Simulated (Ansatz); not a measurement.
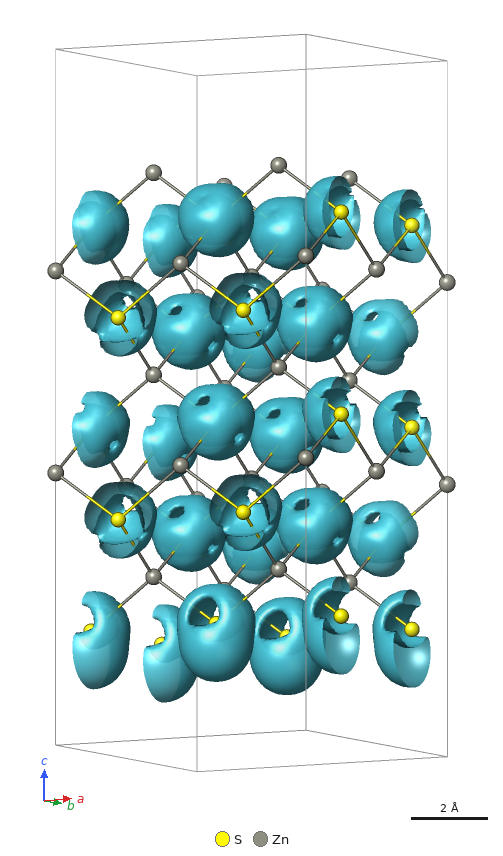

ZnS (slab). Isosurface of the ELF at 0.8 (cyan), seen at an oblique angle. Only the valence region is drawn (cores and ρ < 0.01 e/Å³ removed). Sticks mark near contacts.

Not relaxed (largest force 0.6 eV/Å).

Computed with DFT PBEsol, scalar-relativistic, plane waves, PAW (Ansatz 0.2.0).

```yaml
crystal:
  lattice:
    - [3.78763, 0.00000, 0.00000]
    - [0.00000, 3.78763, 0.00000]
    - [0.00000, 0.00000, 27.05217]
  atoms:
    - { symbol: S, position: [0.00000, 0.50000, 0.27724] }
    - { symbol: Zn, position: [0.50000, 0.50000, 0.32674] }
    - { symbol: S, position: [0.50000, 0.00000, 0.37625] }
    - { symbol: Zn, position: [0.00000, 0.00000, 0.42575] }
    - { symbol: S, position: [0.00000, 0.50000, 0.47525] }
    - { symbol: Zn, position: [0.50000, 0.50000, 0.52475] }
    - { symbol: S, position: [0.50000, 0.00000, 0.57425] }
    - { symbol: Zn, position: [0.00000, 0.00000, 0.62375] }
    - { symbol: S, position: [0.00000, 0.50000, 0.67326] }
    - { symbol: Zn, position: [0.50000, 0.50000, 0.72276] }
```

### What do the ELF domains correspond to?

At this value the surface marks out five regions wrapped around S (the valence shell of each), counted in one cell of 10 atoms. Counts are for one cell; the picture repeats the cell along the surface. Along the contacts the grid gives the following. Zn–S (2.32 Å): the ELF peaks at about 0.90 in the valence shell of S, 0.8 Å from its nucleus, and is about 0.55 at the midpoint.
